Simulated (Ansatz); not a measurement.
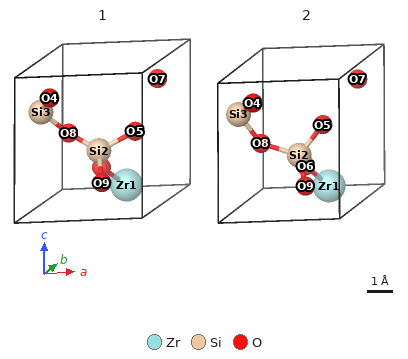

Two geometries of a crystal of ZrSi2O6 (a generated structure, set up in P1) (coarse preliminary run), drawn at one scale. One is the start of a relaxation, the other its converged end. The picture is a ball-and-stick view of the cell of the calculation, reduced to other axes, seen slightly off an axis. Lengths and directions refer to the drawn axes.

Level of theory: DFT PBE, scalar-relativistic, plane waves, PAW in Ansatz 0.2.0. Settings: plane-wave cutoff 420 eV; k-point mesh 4 × 4 × 2; occupations gaussian; smearing width 0.1 eV; no spin polarisation; cell and atoms relaxed; force threshold 0.025 eV/Å; at most 60 steps.

**Which geometry has the lower energy?**

Structure 2 is the relaxed one. Over 11 accepted moves (14 points after the start) the energy falls by 272 meV per atom. Largest force component: 11 eV/Å at the start, 0.011 eV/Å at the end. The pressure goes from −0.69 to −0.02 GPa. The line search rejected the trial step at point 8 of the run. The SCF was repeated twice at an unchanged geometry on a basis and grid sized afresh for the cell, which shifted the energy by 2.6 meV per atom at most. The largest move relative to the cell is that of O5, 0.56 Å along [−1 0 1]. Largest moves by element: O 0.56 Å, Zr 0.23 Å, Si 0.18 Å. The drawn cell changes as follows: a 5.277 → 5.010 Å (−5.1 %), b 5.675 → 5.581 Å (−1.7 %), c 6.157 → 5.903 Å (−4.1 %), α 89.7° → 88.4°, β 89.5° → 90.0°, γ 62.4° → 63.3°; the volume changes by −9.8 %. Among the contacts that change: Si2–O8 1.430 → 1.640 Å, Zr1–O4 2.132 → 1.957 Å, Zr1–O7 2.133 → 1.967 Å, Zr1–O6 2.068 → 1.957 Å. Among the angles between lasting bonds that change: Si2–O5–Si3 162.7° → 141.9°, O5–Si2–O8 121.2° → 108.4°, O5–Si2–O9 99.6° → 110.2°. The space group (tolerance 0.01 Å) goes from P1 (No. 1) to C2 (No. 5). Cost: 4.3 min on 1 thread of AMD EPYC (Zen 3), on a shared host, peak memory 0.45 GiB.
